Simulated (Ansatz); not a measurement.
## Geometry relaxation of GaN (part 2 of 2)

Continued. System: GaN (P6₃mc, 4 atoms in the cell). Method: DFT PBE+D3(BJ), scalar-relativistic, plane waves, PAW, no spin polarisation (Ansatz 0.2.0); cutoff 420 eV, 12×12×6 k-mesh, Gaussian smearing of 0.02 eV. The structure derives from an entry of the Crystallography Open Database.

Geometry of the input (Å; fractional positions):
```
3.1800  0.0000  0.0000
-1.5900  2.7540  0.0000
0.0000  0.0000  5.1660
Ga 0.3333  0.6667  0.0000
Ga 0.6667  0.3333  0.5000
N  0.3333  0.6667  0.3750
N  0.6667  0.3333  0.8750
```

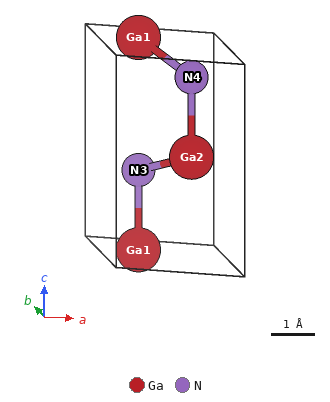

**Figure 1.** The geometry at step 3 of the log (ball-and-stick view of the cell of the calculation, seen slightly off an axis; atoms are numbered from 1 in the order of the input).

What the program printed, continued:
```
SCF iter   1: F=—  HF=-8336.834382 eV  |F-HF|=—  |Δ(HF+E_count)|=         —  Δρ=1.11e-4  dr2=6.05e-6  ethr=1.66e-8  ⟨swp⟩=2.4  Hψ=8123  notcnv=0
preconditioner: auto → Resta (q_TF=auto, 2.618 Å⁻¹)  ε∞=4.9  [insulator: Δε(μ)=1.843 eV  Ē_g=16.521 eV  σ=0.020 eV  W_gap=1.00  n_scr=22 (ndim 8)  ℏωp=32.8 eV  f_vac=0.010  D(μ)=0.00/eV (n_scr^D=0)  ε∞_Penn≈4.9]
SCF iter   2: F=—  HF=-8336.834383 eV  |F-HF|=—  |Δ(HF+E_count)|=   1.01e-6  Δρ=2.75e-5  dr2=3.05e-7  ethr=1.66e-8  ⟨swp⟩=2.0  Hψ=2128  notcnv=0
SCF iter   3: F=—  HF=-8336.834383 eV  |F-HF|=—  |Δ(HF+E_count)|=   5.56e-9  Δρ=1.50e-5  dr2=8.79e-8  ethr=7.51e-11  ⟨swp⟩=4.0  Hψ=6047  notcnv=0
SCF iter   4: F=-8336.834383 eV  HF=-8336.834383 eV  |F-HF|=6.84e-9  |Δ(HF+E_count)|=   2.83e-8  Δρ=3.57e-6  dr2=5.50e-9  ethr=7.51e-11  ⟨swp⟩=4.2  Hψ=6239  notcnv=0
SCF 6 converged in 4 iterations: F = -8336.834383 eV  dr2 = 5.50e-9
relax step   6: F+E_penalty+E_count = -8336.83438340 eV  Δ(F+E_penalty+E_count) = +7.144e-5 eV  max|allowed force component| = 6.548e-6 eV/Å  Δτ_max = 0.0001 Å  P = +0.002 GPa  Ω = 46.091 Å³  energy of the carried Pulay correction = -8.043e-5 eV  (4 SCF iters, dr2 threshold 2.70e-8 eV, accepted)
iter 1 solved again at ethr=2.17e-8 eV; its pass at ethr=3.10e-3 eV (dr2=7.81e-6 eV) is discarded
SCF iter   1: F=—  HF=-8336.834472 eV  |F-HF|=—  |Δ(HF+E_count)|=         —  Δρ=4.78e-6  dr2=5.74e-9  ethr=2.17e-8  ⟨swp⟩=3.1  Hψ=11925  notcnv=0
SCF iter   2: F=—  HF=-8336.834475 eV  |F-HF|=—  |Δ(HF+E_count)|=   2.82e-6  Δρ=3.04e-6  dr2=2.45e-9  ethr=1.59e-11  ⟨swp⟩=2.0  Hψ=3058  notcnv=0
SCF iter   3: F=—  HF=-8336.834475 eV  |F-HF|=—  |Δ(HF+E_count)|=   1.20e-9  Δρ=1.72e-6  dr2=9.48e-10  ethr=6.80e-12  ⟨swp⟩=3.0  Hψ=3467  notcnv=0
SCF iter   4: F=—  HF=-8336.834475 eV  |F-HF|=—  |Δ(HF+E_count)|=  9.79e-10  Δρ=8.08e-7  dr2=2.06e-10  ethr=2.63e-12  ⟨swp⟩=2.1  Hψ=2055  notcnv=0
SCF iter   5: F=-8336.834475 eV  HF=-8336.834475 eV  |F-HF|=1.64e-11  |Δ(HF+E_count)|=  2.86e-10  Δρ=1.87e-7  dr2=1.43e-11  ethr=1.00e-12  ⟨swp⟩=2.9  Hψ=6644  notcnv=0
SCF 7 converged in 5 iterations: F = -8336.834475 eV  dr2 = 1.43e-11
relax step   7: F+E_penalty+E_count = -8336.83447516 eV  Δ(F+E_penalty+E_count) = -9.176e-5 eV  max|allowed force component| = 2.996e-5 eV/Å  Δτ_max = 0.0000 Å  P = +0.003 GPa  Ω = 46.091 Å³  stress off target by 4.52e-3 GPa  SCF on the basis re-selected at this cell (its energy is not comparable with the rows above)  (5 SCF iters)
```

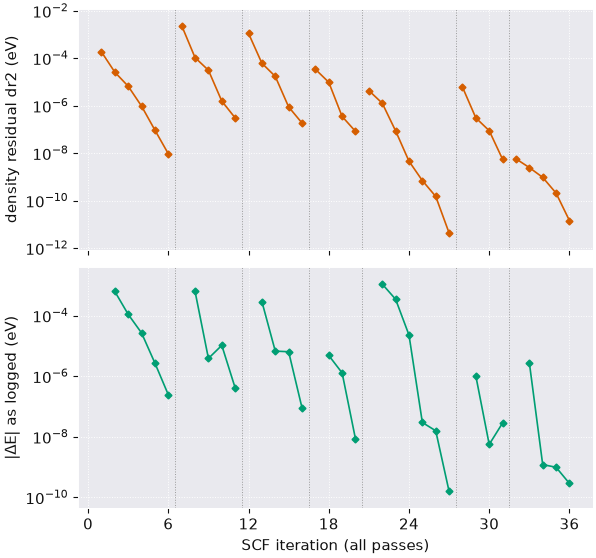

**Figure 2.** Convergence of the self-consistent field: density residual dr2 and size of the energy change against the SCF iteration. The dotted lines part the SCF passes of the relaxation: geometry steps, rejected trials and re-solves on a re-selected basis. The 7 passes take 4 to 7 iterations each, 36 in all.

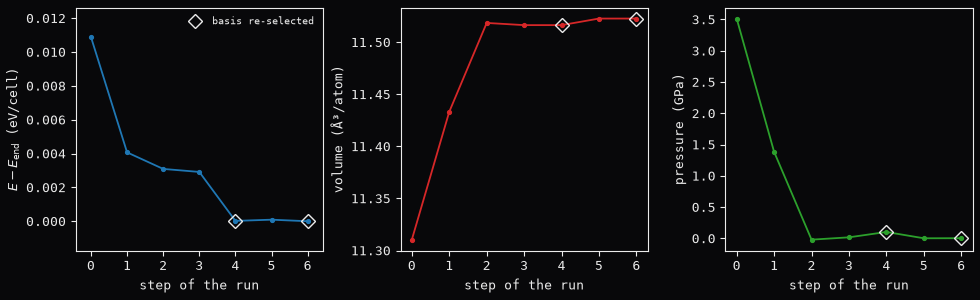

**Figure 3.** Progress of the relaxation, step by step (the first geometry is step 0 here and step 1 in the log).

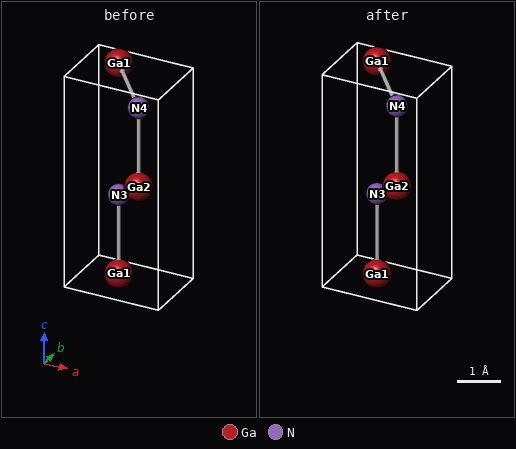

**Figure 4.** Before (left) and after (right) the relaxation, at one scale (ball-and-stick view of the cell of the calculation, seen slightly off an axis). The energy falls by 10.8 meV per cell of the calculation in 4 geometry steps. Largest force component: 0.14 eV/Å at the start, under 0.0001 eV/Å at the end. Pressure: 3.51 GPa at the start and 0.00 GPa at the end. The basis was re-selected once at an unchanged geometry, which shifts the energy a little without any move. The largest moves relative to the cell, 0.004 Å, are those of Ga1, Ga2, N3 and N4. Largest moves by element: N 0.004 Å, Ga 0.004 Å. Cell: a = b 3.180 → 3.197 Å (+0.5 %), c 5.166 → 5.209 Å (+0.8 %). Volume +1.9 %. Distances before and after: Ga1–N3 1.937 → 1.962 Å, Ga1–N4 1.946 → 1.954 Å. The space group stays P6_3mc (No. 186). The energy change given includes the shifts at the re-selections in mid-walk, which come without any move. A last SCF at the same geometry on a re-selected plane-wave basis shifts the energy by −0.1 meV per cell of the calculation. (Atoms are counted from 1 in the order of the input.)

```
basis re-selected at this cell: Δ(F+E_penalty+E_count) = -9.176e-5 eV, ΔP = +0.001 GPa vs the last step (what re-selecting the basis moved, of the pressure what is left beyond the Pulay correction that the steps carried, after the strain that the cell walked since its last selection, with what the two solves' SCF thresholds leave and, on support functions, any second-order correction that the steps lacked; it is no measure of the basis error at this ecutwfc). This SCF's stress stands 4.52e-3 GPa from its target on what of the cell is left free (relax.cell.stress_tol is 5.00e-2 GPa) and its largest allowed force component is 3.00e-5 eV/Å (relax.f_tol is 5.00e-3 eV/Å): within both
SCF converged after 5 iterations
Free energy (F): -8336.834475 eV
Harris-Foulkes:  -8336.834475 eV  (|F-HF|=1.64e-11)
Internal energy: -8336.834475 eV  (E = F + TS)
E sigma→0 (E₀):  -8336.834475 eV
Fermi energy:    10.485304 eV
--- Per-component energies (eV) ---
  E_band       = -14.388997
  E_kinetic    = 493.839391
  E_local      = -3918.077383  (includes V_loc(G=0)·N_el)
  E_nonlocal   = 948.787115
  E_hartree    = 1802.077871
  E_xc         = -257.409736
  E_vxc        = -268.034753  (∫ρ·V_xc dr)
  E_paw        = -4240.859358  (= ΣΔE_a)
  E_vpaw       = -875.059293  (= ΣTr[D̂ρ^β])
  E_aug_tail   = 0.000103  (compensation charges beyond the density's cutoff)
  E_ewald      = -3164.184971
  E_disp       = -1.007508  (pairwise vdW)
  E_smearing   = -0.000000  (= −TS)
  E_closure    = -0.000000  (closes the sum)
  Σ components = -8336.834475   (vs F -8336.834475, Δ=0.00e0)
--- Forces (eV/Å), atoms counted from 1 ---
  atom   1  Ga    -0.00000000     0.00000000     0.00002951
  atom   2  Ga     0.00000000     0.00000000     0.00002951
  atom   3  N     -0.00000000    -0.00000000    -0.00003041
  atom   4  N      0.00000000    -0.00000000    -0.00003041
  max |Σ_I F_I| component: 1.79e-6 eV/Å
--- Stress (GPa, compression-positive) ---
        0.002613       0.000000       0.000000
        0.000000       0.002613      -0.000000
        0.000000      -0.000000       0.004520
  P = ⅓ Tr σ = 0.0032 GPa (0.032 kbar)
--- Band table (eV; the first three rows and the last of 76) ---
  k-point 0: bands = ["-6.3394", "-5.4707", "-3.9160", "-3.9012", "-3.9012", "-3.8422", "-3.8422", "-3.6572", "-3.6572", "-3.5625", "-3.5625", "-2.3127", "2.5701", "8.5433", "8.5433", "9.5223", "9.5635", "9.5635", "11.4069", "13.7634", "18.6977", "19.4165"]
  k-point 1: bands = ["-6.2609", "-5.4990", "-3.8998", "-3.8998", "-3.8923", "-3.8485", "-3.8485", "-3.6485", "-3.6485", "-3.5667", "-3.5667", "-2.5848", "3.0619", "8.6082", "8.6082", "8.7061", "9.4919", "9.4919", "12.0984", "13.8174", "18.5058", "19.4493"]
  k-point 2: bands = ["-6.0529", "-5.6005", "-3.8938", "-3.8938", "-3.8639", "-3.8639", "-3.7959", "-3.6267", "-3.6267", "-3.5797", "-3.5797", "-3.1181", "4.2484", "7.2764", "8.7890", "8.7890", "9.2989", "9.2989", "13.0954", "13.9033", "18.1099", "18.5454"]
  k-point 75: bands = ["-5.3084", "-5.3084", "-3.7847", "-3.7847", "-3.7698", "-3.7698", "-3.6369", "-3.6369", "-3.6135", "-3.6135", "-1.8706", "-1.8706", "3.4478", "3.4478", "5.4232", "5.4232", "8.1037", "8.1037", "15.9156", "15.9156", "16.8615", "16.8615"]
--- Relaxed structure (5 steps of the walk, 5 accepted, 2 SCFs on fresh bases) ---
  F+E_penalty+E_count = -8336.83447516 eV   max|allowed force component| = 2.996e-5 eV/Å   (the final SCF, on the basis selected at the relaxed cell)
  cell:  # Å, volume = 46.0910 Å³
    - [3.1965630197105197, 2.9017861669324537e-11, -2.374130062379127e-18]
    - [-1.5982815098803902, 2.7683047798526985, 9.572022465479677e-19]
    - [-3.856841890464786e-18, -4.311867036083856e-19, 5.208571038100685]
  atoms:
    - { symbol: Ga, position: [0.3333333333333333, 0.6666666666666666, -0.0008110330280776974] }
    - { symbol: Ga, position: [0.6666666666666665, 0.3333333333333333, 0.49918896697192217] }
    - { symbol: N, position: [0.3333333333333333, 0.6666666666666666, 0.3758110330280776] }
    - { symbol: N, position: [0.6666666666666665, 0.3333333333333333, 0.8758110330280776] }
```

Trajectory as extended XYZ (Å, eV, eV/Å), 7 frames, from step=1 to step=7:
```
4
Lattice="3.1800 0.0000 0.0000 -1.5900 2.7540 0.0000 0.0000 0.0000 5.1660" Properties=species:S:1:pos:R:3:forces:R:3 step=1 energy=-8336.82359 pressure_GPa=3.51
Ga    0.0000    1.8360    0.0000    0.0000   0.0000  -0.1362
Ga    1.5900    0.9180    2.5830    0.0000   0.0000  -0.1362
N     0.0000    1.8360    1.9372    0.0000   0.0000   0.1362
N     1.5900    0.9180    4.5202    0.0000   0.0000   0.1362
4
Lattice="3.1886 0.0000 0.0000 -1.5943 2.7614 0.0000 0.0000 0.0000 5.1941" Properties=species:S:1:pos:R:3:forces:R:3 step=2 energy=-8336.83041 pressure_GPa=1.38
Ga    0.0000    1.8409   -0.0003    0.0000   0.0000  -0.0966
Ga    1.5943    0.9205    2.5968    0.0000   0.0000  -0.0966
N     0.0000    1.8409    1.9480    0.0000   0.0000   0.0966
N     1.5943    0.9205    4.5451    0.0000   0.0000   0.0966
4
Lattice="3.1963 0.0000 0.0000 -1.5982 2.7681 0.0000 0.0000 0.0000 5.2074" Properties=species:S:1:pos:R:3:forces:R:3 step=3 energy=-8336.83138 pressure_GPa=-0.02
Ga    0.0000    1.8454   -0.0025    0.0000   0.0000  -0.0419
Ga    1.5982    0.9227    2.6013    0.0000   0.0000  -0.0419
N     0.0000    1.8454    1.9553    0.0000   0.0000   0.0420
N     1.5982    0.9227    4.5590    0.0000   0.0000   0.0420
4
Lattice="3.1960 0.0000 0.0000 -1.5980 2.7679 0.0000 0.0000 0.0000 5.2074" Properties=species:S:1:pos:R:3:forces:R:3 step=4 energy=-8336.83156 pressure_GPa=0.02
Ga    0.0000    1.8452   -0.0044    0.0000   0.0000   0.0031
Ga    1.5980    0.9226    2.5993    0.0000   0.0000   0.0031
N     0.0000    1.8452    1.9571    0.0000   0.0000  -0.0029
N     1.5980    0.9226    4.5608    0.0000   0.0000  -0.0029
4
Lattice="3.1960 0.0000 0.0000 -1.5980 2.7679 0.0000 0.0000 0.0000 5.2074" Properties=species:S:1:pos:R:3:forces:R:3 step=5 energy=-8336.83446 pressure_GPa=0.10
Ga    0.0000    1.8452   -0.0044    0.0000   0.0000   0.0027
Ga    1.5980    0.9226    2.5993    0.0000   0.0000   0.0027
N     0.0000    1.8452    1.9571    0.0000   0.0000  -0.0027
N     1.5980    0.9226    4.5608    0.0000   0.0000  -0.0027
4
Lattice="3.1966 0.0000 0.0000 -1.5983 2.7683 0.0000 0.0000 0.0000 5.2086" Properties=species:S:1:pos:R:3:forces:R:3 step=6 energy=-8336.83438 pressure_GPa=0.00
Ga    0.0000    1.8455   -0.0042    0.0000   0.0000   0.0000
Ga    1.5983    0.9228    2.6001    0.0000   0.0000   0.0000
N     0.0000    1.8455    1.9574    0.0000   0.0000   0.0000
N     1.5983    0.9228    4.5617    0.0000   0.0000   0.0000
4
Lattice="3.1966 0.0000 0.0000 -1.5983 2.7683 0.0000 0.0000 0.0000 5.2086" Properties=species:S:1:pos:R:3:forces:R:3 step=7 energy=-8336.83447 pressure_GPa=0.00
Ga    0.0000    1.8455   -0.0042    0.0000   0.0000   0.0000
Ga    1.5983    0.9228    2.6001    0.0000   0.0000   0.0000
N     0.0000    1.8455    1.9574    0.0000   0.0000   0.0000
N     1.5983    0.9228    4.5617    0.0000   0.0000   0.0000
```
